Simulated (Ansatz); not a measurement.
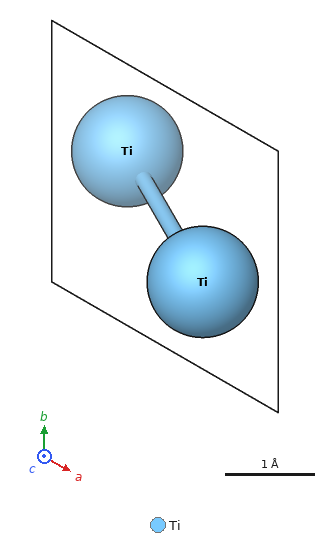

Fig. 1: The starting structure (ball-and-stick view of the cell of the calculation, along the c axis). An atom can appear more than once, as a periodic image. Near neighbours in the periodic cell (some may lie outside the picture): Ti has 12 Ti at 2.90 to 2.95 Å.

**Geometry relaxation of Ti (part 1 of 2)**

- system: Ti (P6₃/mmc, 2 atoms in the cell)
- method: DFT PBE+D3(BJ), scalar-relativistic, plane waves, PAW, no spin polarisation (Ansatz 0.2.0)

The structure derives from an entry of the Crystallography Open Database.

The program's output:
```
Engine: ansatz 0.2.0, x86_64-unknown-linux-gnu
Pseudopotentials: kind: paw
Pseudopotential: Ti, paw, valence charge 12, recommended cutoff 420 eV (normal), Ti.paw.azcp
Functional definition: PBE
  parameter kappa = 0.804
  parameter beta = 0.06672455060314922
  exchange = pbe_x(kappa = kappa, mu = beta*pi^2/3)
  correlation = pbe_c(beta = beta)
Crystal: 2 atoms, lattice volume = 35.316 Å³
Basis set: ecut = 420 eV, 687 PW (Γ), exchange–correlation on 40×40×64 points (8 copies of the dense FFT grid, shifted against one another)
Bands: 16, of which v1, the nominal top of the filled ones, is band 12 counted from 1 (11 counted from 0)
Symmetry: 24 space group operations
Space group: P63/mmc (ITA 194), of the structure as read, at distance tolerance 3.3e-5 Å
k-points: 222 of 3240
Non-local potential: Ti, projectors of the file, l = 0: 3, l = 1: 2, l = 2: 3, l = 3: 1
PAW form: soft (Blöchl's): semilocal exchange-correlation on the pseudo side does not see the compensation charge
PAW one-centre angular grid: Ti, 590 points (default); XC on 64 Gauss nodes
Initial density: superposition of atomic densities (neutral atoms: chi_scale 0, normalization atom), corrected by the library's trained network
Initial wavefunctions: pseudopotential atomic-orbital guess
Functional: x = pbe(κ = 0.804, μ = 0.2195149727645171), c = pbe(β = 0.06672455060314922)
SCF iter   1: F=—  HF=-5000.519655 eV  |F-HF|=—  |Δ(HF+E_count)|=         —  Δρ=4.89e-3  dr2=4.01e-3  ethr=1.77e-3  ⟨swp⟩=3.6  Hψ=14215  notcnv=0
preconditioner: auto → none  [metal: Δε(μ)=0.007 eV  Ē_g=2.795 eV  σ=0.100 eV  W_gap=0.04  n_scr=8 (ndim 8)  ℏωp=17.7 eV  f_vac=0.000  D(μ)=1.89/eV (n_scr^D=22)  sad-step TF]
SCF iter   2: F=—  HF=-5000.518770 eV  |F-HF|=—  |Δ(HF+E_count)|=   8.85e-4  Δρ=2.45e-3  dr2=1.07e-3  ethr=1.67e-5  ⟨swp⟩=1.0  Hψ=5328  notcnv=0
SCF iter   3: F=—  HF=-5000.518926 eV  |F-HF|=—  |Δ(HF+E_count)|=   1.56e-4  Δρ=3.16e-4  dr2=1.42e-5  ethr=4.47e-6  ⟨swp⟩=2.5  Hψ=5276  notcnv=0
SCF iter   4: F=—  HF=-5000.518960 eV  |F-HF|=—  |Δ(HF+E_count)|=   3.37e-5  Δρ=8.41e-5  dr2=2.13e-6  ethr=5.93e-8  ⟨swp⟩=2.4  Hψ=6104  notcnv=0
iter 5 did not close the SCF: its close was put off for the readings that it lacked (scf_convergence_deferred on its scf_iter line)
SCF iter   5: F=-5000.518959 eV  HF=-5000.518959 eV  |F-HF|=2.34e-10  |Δ(HF+E_count)|=   6.67e-7  Δρ=9.87e-6  dr2=2.22e-8  ethr=8.86e-9  ⟨swp⟩=2.6  Hψ=6076  notcnv=0
SCF iter   6: F=-5000.518959 eV  HF=-5000.518959 eV  |F-HF|=1.09e-11  |Δ(HF+E_count)|=   5.37e-9  Δρ=6.80e-7  dr2=8.65e-11  ethr=9.25e-11  ⟨swp⟩=4.2  Hψ=17154  notcnv=0
the search or the solves at the SCF's close seem to have found levels that the self-consistency loop had missed (the run counts 2). By its estimate they hold under 1e-12 electrons; where the run keeps them, the occupations were computed again with them
SCF 1 converged in 6 iterations: F = -5000.518959 eV  dr2 = 8.65e-11
  greatest PAW one-centre occupation: 0.999 electrons in one spin orbital (limit 2), on the Ti atom at site 1 (counted from 0), in its partial waves of l = 0
relax step   1: F+E_penalty+E_count = -5000.51895886 eV  Δ(F+E_penalty+E_count) = +0.000e0 eV  max|allowed force component| = 1.665e-16 eV/Å  Δτ_max = 0.0000 Å  P = -7.276 GPa  Ω = 35.316 Å³  (6 SCF iters, dr2 threshold 1.00e-7 eV, accepted)
Crystal: 2 atoms, lattice volume = 30.495 Å³
Basis set: ecut = 420 eV, 603 PW (Γ), exchange–correlation on 40×40×64 points (8 copies of the dense FFT grid, shifted against one another)
Initial density: handed on by an earlier stage of this run
Initial wavefunctions: those handed on with the density
iter 1 solved again at ethr=2.43e-5 eV; its pass at ethr=3.10e-3 eV (dr2=5.84e-3 eV) is discarded
SCF iter   1: F=—  HF=-5000.492776 eV  |F-HF|=—  |Δ(HF+E_count)|=         —  Δρ=4.74e-3  dr2=6.04e-3  ethr=2.43e-5  ⟨swp⟩=1.0  Hψ=23786  notcnv=0
preconditioner: auto → none  [metal: Δε(μ)=0.013 eV  Ē_g=3.170 eV  σ=0.100 eV  W_gap=0.07  n_scr=8 (ndim 8)  ℏωp=19.0 eV  f_vac=0.000  D(μ)=1.73/eV (n_scr^D=22)]
SCF iter   2: F=—  HF=-5000.492814 eV  |F-HF|=—  |Δ(HF+E_count)|=   3.80e-5  Δρ=1.87e-3  dr2=4.48e-4  ethr=2.43e-5  ⟨swp⟩=2.4  Hψ=5242  notcnv=0
SCF iter   3: F=—  HF=-5000.493466 eV  |F-HF|=—  |Δ(HF+E_count)|=   6.51e-4  Δρ=4.58e-4  dr2=2.75e-5  ethr=1.87e-6  ⟨swp⟩=2.0  Hψ=4361  notcnv=0
SCF iter   4: F=—  HF=-5000.493498 eV  |F-HF|=—  |Δ(HF+E_count)|=   3.25e-5  Δρ=5.51e-5  dr2=7.30e-7  ethr=1.14e-7  ⟨swp⟩=2.3  Hψ=4958  notcnv=0
iter 5 did not close the SCF: its close was put off for the readings that it lacked (scf_convergence_deferred on its scf_iter line)
SCF iter   5: F=-5000.493498 eV  HF=-5000.493498 eV  |F-HF|=5.26e-9  |Δ(HF+E_count)|=   1.19e-7  Δρ=6.67e-6  dr2=7.59e-9  ethr=3.04e-9  ⟨swp⟩=2.0  Hψ=4334  notcnv=0
SCF iter   6: F=-5000.493498 eV  HF=-5000.493498 eV  |F-HF|=4.00e-11  |Δ(HF+E_count)|=   3.02e-9  Δρ=8.74e-7  dr2=6.56e-11  ethr=3.16e-11  ⟨swp⟩=3.7  Hψ=16707  notcnv=0
SCF 2 converged in 6 iterations: F = -5000.493498 eV  dr2 = 6.56e-11
relax step   2: F+E_penalty+E_count = -5000.49349795 eV  Δ(F+E_penalty+E_count) = +2.546e-2 eV  max|allowed force component| = 2.498e-16 eV/Å  Δτ_max = 0.0000 Å  P = +10.981 GPa  Ω = 30.495 Å³  energy of the carried Pulay correction = +4.479e-4 eV  (6 SCF iters, dr2 threshold 2.00e-7 eV, rejected (line search))
Crystal: 2 atoms, lattice volume = 33.225 Å³
Basis set: ecut = 420 eV, 627 PW (Γ), exchange–correlation on 40×40×64 points (8 copies of the dense FFT grid, shifted against one another)
iter 1 solved again at ethr=7.84e-6 eV; its pass at ethr=3.10e-3 eV (dr2=1.88e-3 eV) is discarded
SCF iter   1: F=—  HF=-5000.573447 eV  |F-HF|=—  |Δ(HF+E_count)|=         —  Δρ=2.58e-3  dr2=1.94e-3  ethr=7.84e-6  ⟨swp⟩=1.0  Hψ=23808  notcnv=0
preconditioner: auto → none  [metal: Δε(μ)=0.009 eV  Ē_g=2.921 eV  σ=0.100 eV  W_gap=0.05  n_scr=8 (ndim 8)  ℏωp=18.2 eV  f_vac=0.000  D(μ)=1.80/eV (n_scr^D=22)]
SCF iter   2: F=—  HF=-5000.573703 eV  |F-HF|=—  |Δ(HF+E_count)|=   2.56e-4  Δρ=1.12e-3  dr2=1.74e-4  ethr=7.84e-6  ⟨swp⟩=2.1  Hψ=4570  notcnv=0
SCF iter   3: F=—  HF=-5000.573969 eV  |F-HF|=—  |Δ(HF+E_count)|=   2.66e-4  Δρ=2.53e-4  dr2=1.14e-5  ethr=7.26e-7  ⟨swp⟩=2.3  Hψ=4843  notcnv=0
SCF iter   4: F=—  HF=-5000.573972 eV  |F-HF|=—  |Δ(HF+E_count)|=   3.03e-6  Δρ=3.50e-5  dr2=3.22e-7  ethr=4.74e-8  ⟨swp⟩=3.0  Hψ=6468  notcnv=0
SCF iter   5: F=—  HF=-5000.573971 eV  |F-HF|=—  |Δ(HF+E_count)|=   1.12e-6  Δρ=4.28e-6  dr2=3.27e-9  ethr=1.34e-9  ⟨swp⟩=2.0  Hψ=4339  notcnv=0
SCF iter   6: F=—  HF=-5000.573971 eV  |F-HF|=—  |Δ(HF+E_count)|=   1.47e-9  Δρ=5.88e-7  dr2=3.54e-11  ethr=1.36e-11  ⟨swp⟩=2.3  Hψ=6179  notcnv=0
SCF iter   7: F=-5000.573971 eV  HF=-5000.573971 eV  |F-HF|=3.64e-12  |Δ(HF+E_count)|=  1.73e-11  Δρ=5.50e-8  dr2=3.69e-13  ethr=1.00e-12  ⟨swp⟩=4.7  Hψ=13006  notcnv=0
SCF 3 converged in 7 iterations: F = -5000.573971 eV  dr2 = 3.69e-13
relax step   3: F+E_penalty+E_count = -5000.57397105 eV  Δ(F+E_penalty+E_count) = -5.501e-2 eV  max|allowed force component| = 1.850e-17 eV/Å  Δτ_max = 0.0000 Å  P = -0.802 GPa  Ω = 33.225 Å³  energy of the carried Pulay correction = +1.868e-4 eV  (7 SCF iters, accepted)
Crystal: 2 atoms, lattice volume = 32.983 Å³
iter 1 solved again at ethr=5.45e-8 eV; its pass at ethr=3.10e-3 eV (dr2=1.31e-5 eV) is discarded
SCF iter   1: F=—  HF=-5000.574589 eV  |F-HF|=—  |Δ(HF+E_count)|=         —  Δρ=2.52e-4  dr2=2.02e-5  ethr=5.45e-8  ⟨swp⟩=2.0  Hψ=23328  notcnv=0
preconditioner: auto → none  [metal: Δε(μ)=0.017 eV  Ē_g=2.954 eV  σ=0.100 eV  W_gap=0.10  n_scr=8 (ndim 8)  ℏωp=18.3 eV  f_vac=0.000  D(μ)=1.77/eV (n_scr^D=22)]
SCF iter   2: F=—  HF=-5000.574562 eV  |F-HF|=—  |Δ(HF+E_count)|=   2.65e-5  Δρ=9.86e-5  dr2=1.41e-6  ethr=5.45e-8  ⟨swp⟩=3.0  Hψ=6493  notcnv=0
SCF iter   3: F=—  HF=-5000.574564 eV  |F-HF|=—  |Δ(HF+E_count)|=   1.42e-6  Δρ=2.88e-5  dr2=1.29e-7  ethr=5.89e-9  ⟨swp⟩=2.0  Hψ=4253  notcnv=0
iter 4 did not close the SCF: its close was put off for the readings that it lacked (scf_convergence_deferred on its scf_iter line)
SCF iter   4: F=-5000.574564 eV  HF=-5000.574564 eV  |F-HF|=6.78e-10  |Δ(HF+E_count)|=   2.50e-7  Δρ=3.06e-6  dr2=2.61e-9  ethr=5.36e-10  ⟨swp⟩=2.0  Hψ=4368  notcnv=0
iter 5 did not close the SCF: its close was put off for the readings that it lacked (scf_convergence_deferred on its scf_iter line)
SCF iter   5: F=-5000.574564 eV  HF=-5000.574564 eV  |F-HF|=1.00e-11  |Δ(HF+E_count)|=  1.36e-10  Δρ=2.74e-7  dr2=1.27e-11  ethr=1.09e-11  ⟨swp⟩=2.0  Hψ=4400  notcnv=0
SCF iter   6: F=-5000.574564 eV  HF=-5000.574564 eV  |F-HF|=9.09e-13  |Δ(HF+E_count)|=  3.64e-12  Δρ=4.73e-8  dr2=2.00e-13  ethr=1.00e-12  ⟨swp⟩=3.1  Hψ=13446  notcnv=0
SCF 4 converged in 6 iterations: F = -5000.574564 eV  dr2 = 2.00e-13
relax step   4: F+E_penalty+E_count = -5000.57456415 eV  Δ(F+E_penalty+E_count) = -5.931e-4 eV  max|allowed force component| = 2.961e-16 eV/Å  Δτ_max = 0.0000 Å  P = +0.077 GPa  Ω = 32.983 Å³  energy of the carried Pulay correction = +2.092e-4 eV  (6 SCF iters, dr2 threshold 2.00e-7 eV, accepted)
Crystal: 2 atoms, lattice volume = 33.004 Å³
iter 1 solved again at ethr=3.17e-10 eV; its pass at ethr=3.10e-3 eV (dr2=7.61e-8 eV) is discarded
SCF iter   1: F=—  HF=-5000.574594 eV  |F-HF|=—  |Δ(HF+E_count)|=         —  Δρ=2.27e-5  dr2=1.38e-7  ethr=3.17e-10  ⟨swp⟩=2.2  Hψ=23238  notcnv=0
preconditioner: auto → none  [metal: Δε(μ)=0.018 eV  Ē_g=2.951 eV  σ=0.100 eV  W_gap=0.10  n_scr=8 (ndim 8)  ℏωp=18.3 eV  f_vac=0.000  D(μ)=1.78/eV (n_scr^D=22)]
iter 2 did not close the SCF: its close was put off for the readings that it lacked (scf_convergence_deferred on its scf_iter line)
SCF iter   2: F=-5000.574569 eV  HF=-5000.574569 eV  |F-HF|=1.32e-8  |Δ(HF+E_count)|=   2.52e-5  Δρ=9.61e-6  dr2=1.07e-8  ethr=3.17e-10  ⟨swp⟩=2.2  Hψ=5779  notcnv=0
iter 3 did not close the SCF: its close was put off for the readings that it lacked (scf_convergence_deferred on its scf_iter line)
SCF iter   3: F=-5000.574569 eV  HF=-5000.574569 eV  |F-HF|=1.73e-9  |Δ(HF+E_count)|=   1.26e-8  Δρ=2.94e-6  dr2=9.83e-10  ethr=4.48e-11  ⟨swp⟩=2.1  Hψ=4445  notcnv=0
iter 4 did not close the SCF: its close was put off for the readings that it lacked (scf_convergence_deferred on its scf_iter line)
SCF iter   4: F=-5000.574569 eV  HF=-5000.574569 eV  |F-HF|=8.19e-12  |Δ(HF+E_count)|=   1.96e-9  Δρ=2.98e-7  dr2=2.20e-11  ethr=4.09e-12  ⟨swp⟩=2.0  Hψ=4486  notcnv=0
iter 5 did not close the SCF: its close was put off for the readings that it lacked (scf_convergence_deferred on its scf_iter line)
SCF iter   5: F=-5000.574569 eV  HF=-5000.574569 eV  |F-HF|=2.73e-12  |Δ(HF+E_count)|=  9.09e-13  Δρ=4.56e-8  dr2=4.28e-13  ethr=1.00e-12  ⟨swp⟩=1.0  Hψ=3552  notcnv=0
SCF iter   6: F=-5000.574569 eV  HF=-5000.574569 eV  |F-HF|=9.09e-13  |Δ(HF+E_count)|=  2.73e-12  Δρ=5.43e-9  dr2=2.60e-15  ethr=1.00e-12  ⟨swp⟩=3.0  Hψ=12038  notcnv=0
SCF 5 converged in 6 iterations: F = -5000.574569 eV  dr2 = 2.60e-15
relax step   5: F+E_penalty+E_count = -5000.57456885 eV  Δ(F+E_penalty+E_count) = -4.705e-6 eV  max|allowed force component| = 5.181e-16 eV/Å  Δτ_max = 0.0000 Å  P = +0.002 GPa  Ω = 33.004 Å³  energy of the carried Pulay correction = +2.073e-4 eV  (6 SCF iters, accepted)
Initial wavefunctions: pseudopotential atomic-orbital guess (no wavefunctions were taken with the density)
iter 1 solved again at ethr=2.29e-9 eV; its pass at ethr=3.10e-3 eV (dr2=5.49e-7 eV) is discarded
SCF iter   1: F=—  HF=-5000.574288 eV  |F-HF|=—  |Δ(HF+E_count)|=         —  Δρ=7.96e-5  dr2=2.62e-7  ethr=2.29e-9  ⟨swp⟩=2.8  Hψ=24194  notcnv=0
SCF iter   2: F=—  HF=-5000.574263 eV  |F-HF|=—  |Δ(HF+E_count)|=   2.50e-5  Δρ=3.90e-5  dr2=6.67e-8  ethr=1.09e-9  ⟨swp⟩=2.2  Hψ=5717  notcnv=0
SCF iter   3: F=—  HF=-5000.574263 eV  |F-HF|=—  |Δ(HF+E_count)|=   1.03e-7  Δρ=6.07e-6  dr2=6.10e-9  ethr=2.78e-10  ⟨swp⟩=3.0  Hψ=6324  notcnv=0
SCF iter   4: F=—  HF=-5000.574263 eV  |F-HF|=—  |Δ(HF+E_count)|=  8.01e-10  Δρ=1.81e-6  dr2=2.83e-10  ethr=2.54e-11  ⟨swp⟩=2.0  Hψ=5662  notcnv=0
iter 5 did not close the SCF: its close was put off for the readings that it lacked (scf_convergence_deferred on its scf_iter line)
SCF iter   5: F=-5000.574263 eV  HF=-5000.574263 eV  |F-HF|=9.09e-13  |Δ(HF+E_count)|=  3.66e-10  Δρ=5.26e-8  dr2=3.61e-13  ethr=1.18e-12  ⟨swp⟩=2.7  Hψ=6068  notcnv=0
SCF iter   6: F=-5000.574263 eV  HF=-5000.574263 eV  |F-HF|=1.82e-12  |Δ(HF+E_count)|=    0.00e0  Δρ=1.31e-8  dr2=1.22e-14  ethr=1.00e-12  ⟨swp⟩=2.7  Hψ=11203  notcnv=0
SCF 6 converged in 6 iterations: F = -5000.574263 eV  dr2 = 1.22e-14
relax step   6: F+E_penalty+E_count = -5000.57426309 eV  Δ(F+E_penalty+E_count) = +3.058e-4 eV  max|allowed force component| = 4.718e-16 eV/Å  Δτ_max = 0.0000 Å  P = +0.018 GPa  Ω = 33.004 Å³  stress off target by 2.56e-2 GPa  SCF on the basis re-selected at this cell (its energy is not comparable with the rows above)  (6 SCF iters)
```

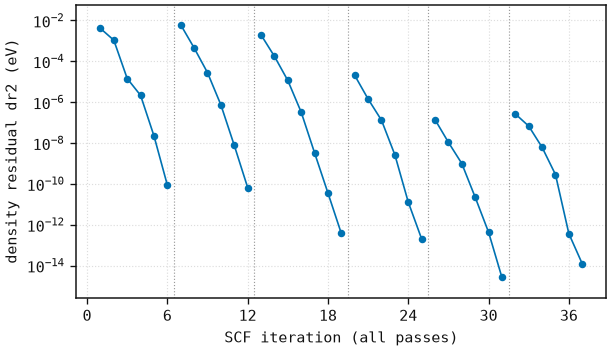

Fig. 2: Convergence of the self-consistent field: density residual dr2 against the SCF iteration. The dotted lines part the SCF passes of the relaxation: geometry steps, rejected trials and re-solves on a re-selected basis. The 6 passes take 6 to 7 iterations each, 37 in all.
